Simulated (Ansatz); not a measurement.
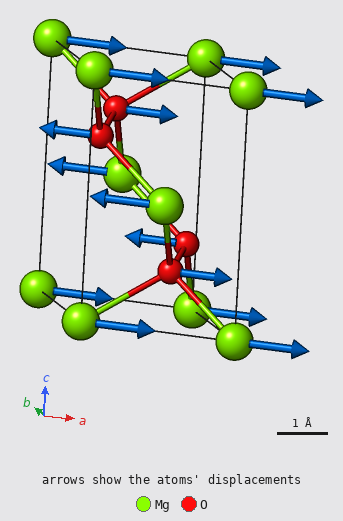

The lowest mode of a crystal of MgO₂, space group R-3m (No. 166), at the zone centre of a doubled cell. Displacements are drawn as blue arrows; their common scale and sign are arbitrary. A ball-and-stick model of the cell of the calculation, seen slightly off an axis.

All numbers below come from DFT r2SCAN, scalar-relativistic, plane waves, PAW (Ansatz 0.2.0).

The input:
```yaml
crystal:
  lattice:
    - [3.1569601675, 0.0, 0.0]
    - [-1.5784800838, -0.9113359013, -3.4619470668]
    - [0.0, 5.4680154076, 0.0]
  atoms:
    - { symbol: Mg, position: [0.5, 0.0, 0.5] }
    - { symbol: Mg, position: [0.0, 0.0, 0.0] }
    - { symbol: O, position: [0.3563192911, 0.7126385822, 0.7854397637] }
    - { symbol: O, position: [0.8563192911, 0.7126385822, 0.2854397637] }
    - { symbol: O, position: [0.1436807089, 0.2873614178, 0.7145602363] }
    - { symbol: O, position: [0.6436807089, 0.2873614178, 0.2145602363] }
basis:
  ecutwfc: 500
kpoints:
  mp_grid: { grid: [8, 8, 4] }
hamiltonian:
  xc: r2scan
scf:
  occupations: { method: gaussian, width: 0.05 }
output:
  eigenvalues: true
phonons:
  method: fd
  supercell: [1, 1, 1]
  amplitude: 0.02
  eigenvectors: true
  dielectric: false
```

Command:
```bash
ansatz run input.yaml --threads 2 --pin off --max-ram 5120MiB --backend cpu --events-out ev --progress --plain --runs-dir out
```

Frequencies are those without the non-analytic (LO–TO) term.

### Is this crystal at a minimum with respect to the drawn distortion?

Yes: this softest mode has a real frequency, and so have all others here. That speaks for this wave vector alone: the rest of the zone wasn't checked in this run. This is a non-degenerate mode at 21.1 meV, the lowest level (the three translations aside). All motion is along a of the drawn cell; atoms of one kind move against one another, with no net shift of any sublattice; it mainly bends the Mg–O, O–O bonds; the kinetic energy is shared as Mg 51 %, O 49 %. It changes sign from one half of the doubled cell to the other: it belongs to the zone boundary, q = (0, 0, 1/2) in the reciprocal vectors of the undoubled cell.
